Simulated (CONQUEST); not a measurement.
**Os: 7 runs along one coordinate**

System: Os (2 atoms in the cell).
Method: Kohn-Sham DFT of a periodic cell, PBE, PseudoDojo NC PBE, no spin polarisation (CONQUEST 1.3).

The 7 runs differ only in the geometry, by an even scaling of the cell at fixed fractional positions. The structure derives from an entry of the Crystallography Open Database.

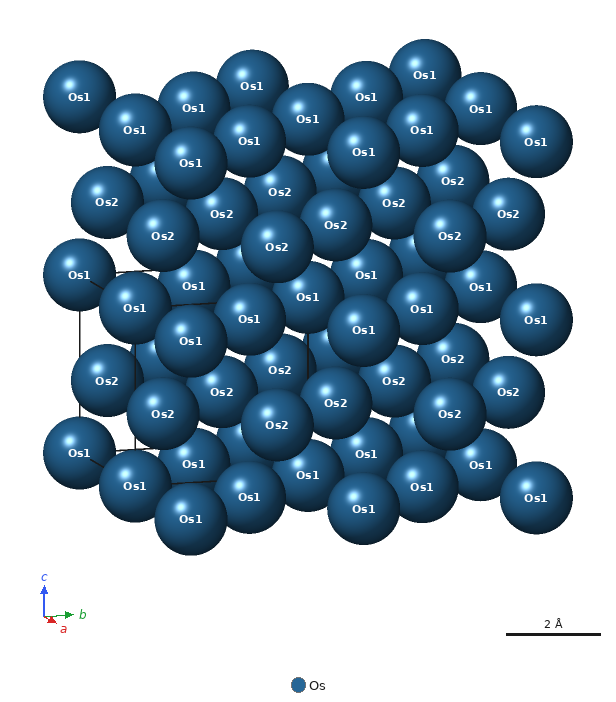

Figure 1. The structure of run 4 (spheres-only view of the cell 2 times as large as that of the calculation, set on its symmetry axes, repeated 2 × 2 × 2, seen slightly off an axis; atoms are numbered from 1 in the order of the input).

### Input of run 4
```
IO.Title Os
IO.Coordinates coords.dat
IO.FractionalAtomicCoords T
IO.Iprint 2
IO.Iprint_init 1
General.NumberOfSpecies 1
General.PseudopotentialType hamann
AtomMove.TypeOfRun static
AtomMove.FullStress T
Grid.PointsAlongX 32
Grid.PointsAlongY 32
Grid.PointsAlongZ 40
DM.SolutionMethod diagon
Diag.MPMesh T
Diag.GammaCentred T
Diag.MPMeshX 8
Diag.MPMeshY 8
Diag.MPMeshZ 6
Diag.kT 0.00183747
minE.SCTolerance 1e-6
SC.MaxIters 100
IO.AtomChargeOutput T
%block ChemicalSpeciesLabel
1 190.200 Os
%endblock
```

Command:
```bash
Conquest
```

Lattice vectors (Å) and fractional positions of run 4:
```
   2.750645    0.000000    0.000000
   0.000000    2.750645    0.000000
   0.000000    0.000000    3.890000
Os  0.000000  0.000000  0.000000
Os  0.500000  0.500000  0.500000
```

Run 5 has the same physical settings and fractional positions; its lattice vectors (Å) are:
```
   2.768862    0.000000    0.000000
   0.000000    2.768862    0.000000
   0.000000    0.000000    3.915762
```

### Results, with one run withheld

```csv
run,volume per atom (Å³),"free energy per atom, from the lowest run given (meV)",pressure (GPa)
1,13.833,41.27,20.96
2,14.127,11.98,11.03
3,14.422,0.00,1.90
4,14.716,3.60,−5.70
5,15.010,?,?
6,15.305,48.40,−18.58
7,15.599,87.58,−23.82
```

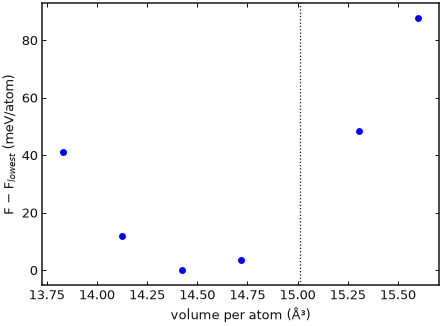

Figure 2. Free energy per atom of the runs given; the dotted line marks run 5.

Fit the runs given and predict run 5.

A cubic polynomial in V^(−2/3) (the Birch–Murnaghan form), fitted to the 6 runs given, misses them by at most 0.24 meV per atom. With x = V^(−2/3) − 0.16706 Å⁻², it reads F = 1.2853 − 3115.6 x + 1.4014e+06 x² + 4.9474e+06 x³ (meV per atom). At run 5 it gives 20.02 meV per atom, and the run itself gives 19.85. The slope of the fit gives a pressure −dF/dV of −12.43 GPa there, and the run prints −12.16 GPa. The two needn't agree exactly: the fit is approximate, and the printed stress is taken on a finite basis. The fit has its minimum at 14.501 Å³ per atom, where V d²F/dV² gives 394 GPa: the bulk modulus at this level, since symmetry fixes the shape and the positions.

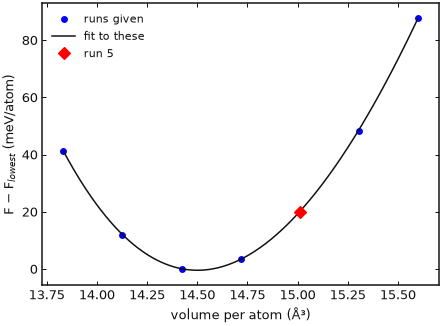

Figure 3. The fit and the withheld run.

### Some lines of the output (run 5)
```
[...]
          DFT Total Energy                 :      -202.334925893395081 Ha
          Free Energy (E-TS)               :      -202.345225318222674 Ha
          DFT Total Energy                 :      -202.344572638638795 Ha
          Free Energy (E-TS)               :      -202.345154967656015 Ha
          DFT Total Energy                 :      -202.344667394454291 Ha
          Free Energy (E-TS)               :      -202.345164029694416 Ha
          DFT Total Energy                 :      -202.344667529948651 Ha
          Free Energy (E-TS)               :      -202.345163381515704 Ha
          DFT Total Energy                 :      -202.344667130291953 Ha
          Free Energy (E-TS)               :      -202.345164028129233 Ha
          DFT Total Energy                 :      -202.344667774350967 Ha
      | Free Energy as E-TS      =      -202.345164028129233 Ha
      |* DFT total energy        =      -202.344667774350967 Ha
    force: Average pressure:    -12.16274101 GPa
```

Notes: Spin–orbit coupling is left out, which matters for Os. With a small basis of atomic orbitals these values can differ much from converged plane-wave results.
